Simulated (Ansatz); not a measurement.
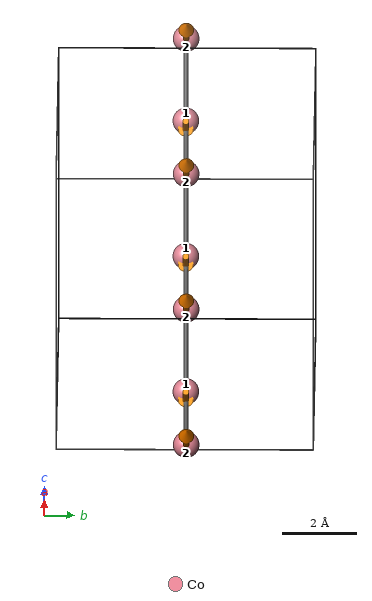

A relaxation of a wire of composition Co. The starting structure is drawn; orange arrows show the displacements (the part carried along by the change of the cell is left out), 2 times their true length.

A ball-and-stick model of the 2 repeat of the cell, with the vacuum cut short, seen from a free direction.

Case: zigzag chain of atoms.

These are results of Ansatz, DFT PBE, scalar-relativistic, plane waves, PAW, not measurements.

Input
```yaml
crystal:
  lattice:
    - [10.0, 0.0, 0.0]
    - [0.0, 9.3, 0.0]
    - [0.0, 0.0, 4.0135895282]
  atoms:
    - { symbol: Co, position: [0.4498301309, 0.5, 0.0], spin: 1.84 }
    - { symbol: Co, position: [0.5501698691, 0.5, 0.5], spin: 1.84 }
basis:
  ecutwfc: 420
kpoints:
  mp_grid: { grid: [1, 1, 16] }
hamiltonian:
  xc: pbe
scf:
  occupations: { method: gaussian, width: 0.05 }
output:
  forces: true
  stress: true
  eigenvalues: true
  populations: true
  write_density: true
  write_potential: true
  elf: true
  volumetric_format: npy
magnetization:
  spin_polarized: true
relax:
  adjacent_minimum: "off"
  f_tol: 0.01
  max_steps: 45
  cell: { fix: [a, b, alpha, beta, gamma], stress_tol: 0.03 }
```

Command:
```bash
ansatz run input.yaml --threads 2 --pin off --max-ram 5120MiB --backend cpu --events-out ev --progress --plain --runs-dir out
```

### Describe the change and its energy.

After 12 accepted moves (14 points after the start) the energy has fallen by 1.232 eV per cell of the calculation. Largest force component: 0.13 eV/Å at the start, 0.00037 eV/Å at the end. The line search rejected the trial step at point 10 of the run. The SCF was repeated once at an unchanged geometry on a basis and grid sized afresh for the cell, which shifted the energy by 5.6 meV per cell of the calculation at most. The largest moves relative to the layer's centre, 0.47 Å, are those of Co1 and Co2. Along the periodic axis the drawn cell goes c 8.027 → 4.607 Å (−42.6 %). Some distances before and after: Co1–Co1 4.014 → 2.304 Å, Co1–Co2 2.244 → 2.264 Å. New bonds form: Co1–Co1 (4.01 → 2.30 Å), Co2–Co2 (4.01 → 2.30 Å). Bond angles that change, for instance: Co2–Co1–Co2 126.9° → 61.2°.

Limits of the set-up: the k-point mesh is coarse for a cell with partly filled bands.
